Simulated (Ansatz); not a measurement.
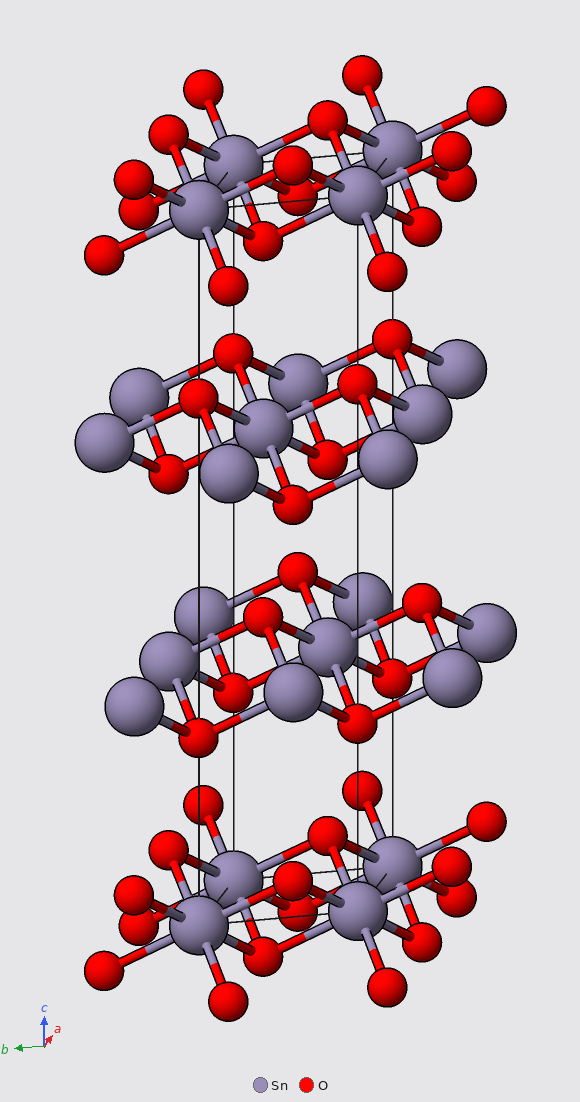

Crystal structure, ball-and-stick style, seen from a general direction. The edges of the drawn cell (a repeat of the simulation cell) are marked. The bonded neighbours beyond the faces are included.

SnO2, a = 3.23 Å, b = 3.23 Å, c = 14.40 Å, α = 90.00°, β = 90.00°, γ = 120.00°.

Results below were computed with Ansatz 0.2.0, DFT PBE, scalar-relativistic, plane waves, PAW; the settings were E_cut = 420 eV, k-points about 0.19 Å⁻¹ apart, Gaussian smearing of 0.02 eV, no spin polarisation.

**What does the calculation say: metal or gapped?**

A semiconductor at this level, with a gap of 1.94 eV on the k-mesh (the true edges may lie between mesh points, so the gap can be somewhat smaller).

**What is the pressure at this volume?**

The computed pressure is -0.4 GPa (stretched: it would shrink).

The structure comes from a structure listed in the Materials Project. The cell was then strained or its atoms displaced on purpose. A calculation with Ansatz used it as input.
